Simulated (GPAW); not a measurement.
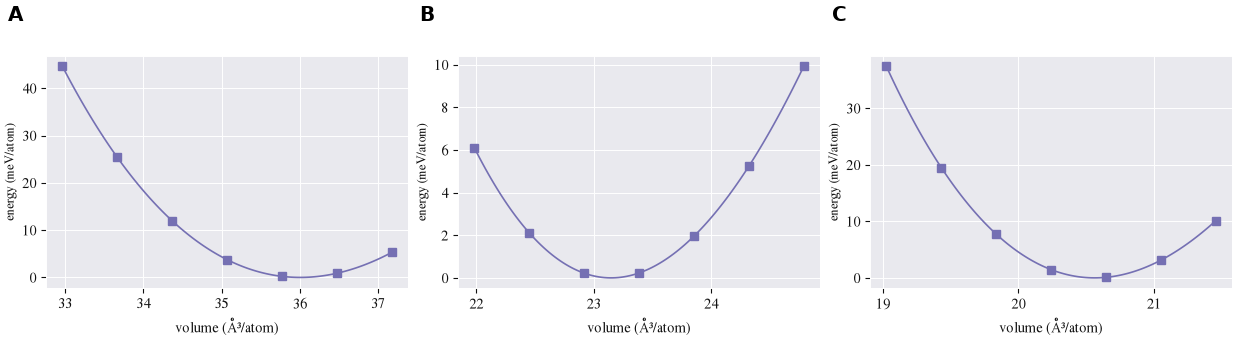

Each panel shows the energy against volume for one of these solids: Bi, R-3m (No. 166); GaP, F-43m (No. 216); Na₂S, Fm-3m (No. 225).

Method: PAW DFT in plane waves, on a grid or in atomic orbitals, no spin polarisation; energies at scaled volumes of the given cell, shape and fractions fixed, counted from the fit's minimum, third-order Birch-Murnaghan fit (GPAW 26.7.0). Level: r2SCAN.

Which panel belongs to which solid?

Answer. A is Bi (energy from 0.23 meV/atom to 44.63 meV/atom, V0 36 Å³/atom, B0 47.3 GPa); B is Na₂S (energy from 0.21 meV/atom to 9.92 meV/atom, V0 23.15 Å³/atom, B0 30.6 GPa); C is GaP (energy from 0.09 meV/atom to 37.42 meV/atom, V0 20.56 Å³/atom, B0 90.4 GPa).

For Bi, limits of the calculation: spin-orbit coupling left out, heavy elements; shape and atomic fractions are frozen while scaling, which makes layered, chain and framework solids too stiff.
